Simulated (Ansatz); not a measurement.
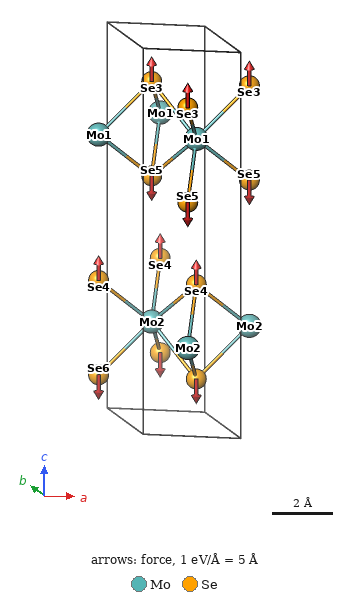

Starting geometry of solid MoSe2 (set up in P6_3/mmc) with the computed forces as red arrows. Style: ball-and-stick. Shown: the cell of the calculation, slightly off an axis.

Level of theory: Ansatz, DFT PBE, scalar-relativistic, plane waves, PAW. Settings: plane-wave cutoff 420 eV; k-point mesh 12 × 12 × 2; occupations gaussian; smearing width 0.02 eV; no spin polarisation; cell and atoms relaxed; force threshold 0.005 eV/Å; at most 80 steps.

Q: What follows when this structure is relaxed?

A: It isn't relaxed: the largest force vector, on Se atoms, is 0.18 eV/Å. Measured relative to the changing cell, the final displacements run against the starting forces (cosine between the two patterns −1.00). Over 6 accepted moves (7 points after the start) the energy falls by 4.9 meV per atom. The largest force component goes from 0.18 to 0.0012 eV/Å. The pressure goes from 1.22 to 0.01 GPa. At 1 point the geometry stayed and the basis and grid were re-selected for the new cell (energy shift of 0.3 meV per atom at most each time). The largest moves relative to the cell, 0.14 Å, are those of Se3, Se4, Se5 and Se6. Se4 goes along −c. Mo stays in place. The drawn cell changes as follows: a = b 3.322 → 3.321 Å (0.0 %), c 13.543 → 14.827 Å (+9.5 %); the volume changes by +9.4 %. Some distances before and after: Mo1–Se3 2.534 → 2.542 Å. The space group stays P6_3/mmc (No. 194).
